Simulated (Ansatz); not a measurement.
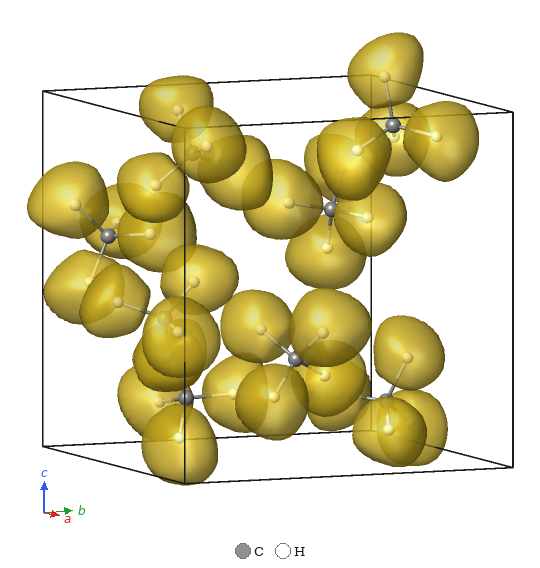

The picture shows: H4C (amorphous cell). Isosurface of the electron localisation function at 0.75 (yellow), seen slightly off an axis. Only the valence region is drawn (cores and ρ < 0.01 e/Å³ removed). Sticks mark near contacts.

Theory: DFT PBE-D3(BJ), scalar-relativistic, plane waves, PAW (Ansatz).

```yaml
crystal:
  lattice:
    - [7.95811, 0.00000, 0.00000]
    - [0.00000, 7.95811, 0.00000]
    - [0.00000, 0.00000, 7.95811]
  atoms:
    - { symbol: C, position: [0.98881, 0.64025, 0.97819] }
    - { symbol: H, position: [0.01375, 0.52075, 0.91548] }
    - { symbol: H, position: [0.97813, 0.61897, 0.11385] }
    - { symbol: H, position: [0.87138, 0.69378, 0.93086] }
    - { symbol: H, position: [0.09203, 0.72817, 0.95333] }
    - { symbol: C, position: [0.76261, 0.04166, 0.43909] }
    - { symbol: H, position: [0.74501, 0.13882, 0.53457] }
    - { symbol: H, position: [0.70919, 0.92338, 0.48308] }
    - { symbol: H, position: [0.89693, 0.02531, 0.41427] }
    - { symbol: H, position: [0.69924, 0.07996, 0.32345] }
    - { symbol: C, position: [0.26985, 0.32039, 0.15041] }
    - { symbol: H, position: [0.29167, 0.45616, 0.15712] }
    - { symbol: H, position: [0.30593, 0.26173, 0.26961] }
    - { symbol: H, position: [0.34576, 0.26732, 0.04814] }
    - { symbol: H, position: [0.13626, 0.29696, 0.12638] }
    - { symbol: C, position: [0.84733, 0.09155, 0.90961] }
    - { symbol: H, position: [0.82696, 0.21580, 0.85521] }
    - { symbol: H, position: [0.77143, 0.07849, 0.02338] }
    - { symbol: H, position: [0.98059, 0.07672, 0.94221] }
    - { symbol: H, position: [0.81114, 0.99493, 0.81979] }
    - { symbol: C, position: [0.23110, 0.09961, 0.61163] }
    - { symbol: H, position: [0.11760, 0.17467, 0.63325] }
    - { symbol: H, position: [0.23705, 0.99747, 0.70326] }
    - { symbol: H, position: [0.34252, 0.17958, 0.62455] }
    - { symbol: H, position: [0.22824, 0.04665, 0.48421] }
    - { symbol: C, position: [0.69587, 0.47014, 0.29783] }
    - { symbol: H, position: [0.80048, 0.50773, 0.37968] }
    - { symbol: H, position: [0.60054, 0.40608, 0.37319] }
    - { symbol: H, position: [0.74174, 0.38485, 0.19964] }
    - { symbol: H, position: [0.64057, 0.58226, 0.23963] }
    - { symbol: C, position: [0.43309, 0.85880, 0.13426] }
    - { symbol: H, position: [0.46914, 0.90812, 0.25757] }
    - { symbol: H, position: [0.34853, 0.75181, 0.15052] }
    - { symbol: H, position: [0.54597, 0.81787, 0.06705] }
    - { symbol: H, position: [0.37034, 0.95762, 0.06234] }
    - { symbol: C, position: [0.55595, 0.63953, 0.69665] }
    - { symbol: H, position: [0.68087, 0.69580, 0.68425] }
    - { symbol: H, position: [0.48826, 0.69931, 0.80014] }
    - { symbol: H, position: [0.56933, 0.50510, 0.72209] }
    - { symbol: H, position: [0.48614, 0.65689, 0.57946] }
```

Describe the localisation domains.

At this value the surface marks out 32 regions around hydrogen nuclei, counted in one cell of 40 atoms. Any copies at cell faces, edges or corners count once. Profiles from the grid: C–H (1.09 Å): the ELF climbs to about 1 towards the hydrogen, as it does in any bond to H; a covalent bond by its length.
